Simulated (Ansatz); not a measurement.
Cell and atoms:

```
Si Ni
1.0
     5.18004    0.00000    0.00000
     0.00000    5.18004    0.00000
     0.00000    0.00000    5.18004
Si Ni
8 4
Cartesian
  1.2950 3.8850 3.8850
  1.2950 1.2950 3.8850
  1.2950 1.2950 1.2950
  1.2950 3.8850 1.2950
  3.8850 3.8850 1.2950
  3.8850 1.2950 1.2950
  3.8850 1.2950 3.8850
  3.8850 3.8850 3.8850
  0.0000 0.0000 0.0000
  0.0000 2.5900 2.5900
  2.5900 0.0000 2.5900
  2.5900 2.5900 0.0000
```

Question: What would you see if this were drawn?

Answer: It has the composition Si2Ni. The atoms follow space group Fm-3m (No. 225); the Bravais lattice is face-centred cubic. Among the common structure types it is fluorite (CaF₂ type). With Z = 4, the cell contains 8 Si, 4 Ni. Si is surrounded by four Ni in a tetrahedral arrangement at 2.24 Å. Each Ni has eight Si in a cubic arrangement at 2.24 Å. The bonds build a three-dimensional framework.

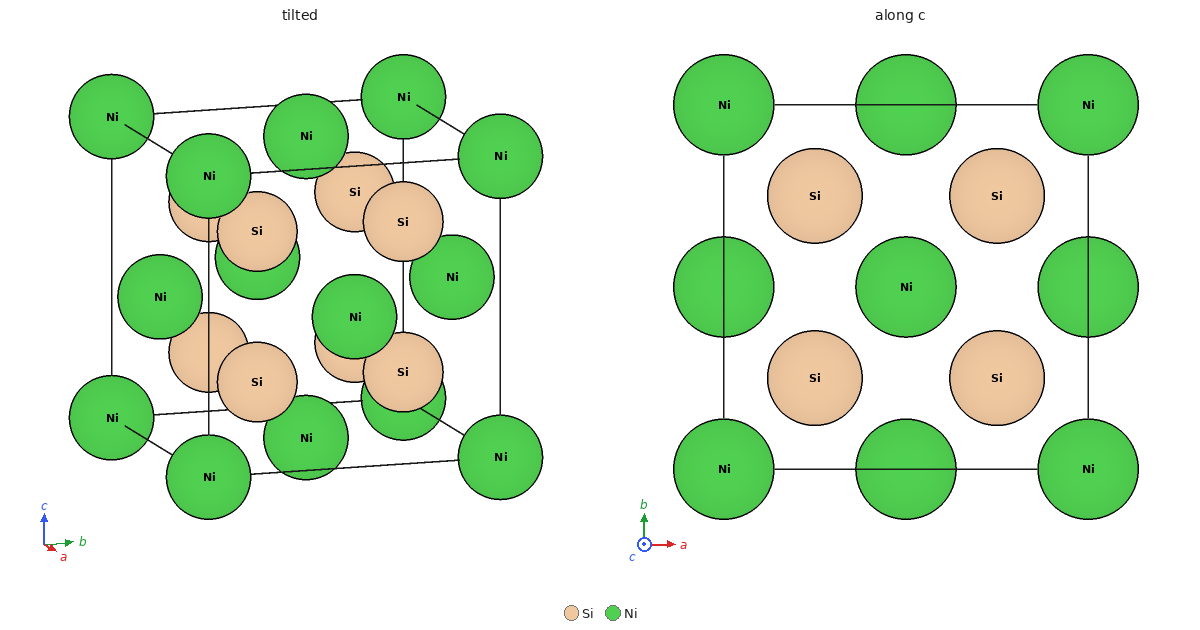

We look at a spheres-only model of the crystal slightly off an axis and along the c axis. The edges of the conventional unit cell are marked.

The initial geometry was a structure listed in the Materials Project. It was relaxed with DFT PBEsol, scalar-relativistic, plane waves, PAW in Ansatz under a constraint or pressure on the cell, so some stress remains.

At this level of theory the run's own cell isn't at rest (compressed, at 25 GPa), so its distances can differ from those at equilibrium, the more so the softer the solid.
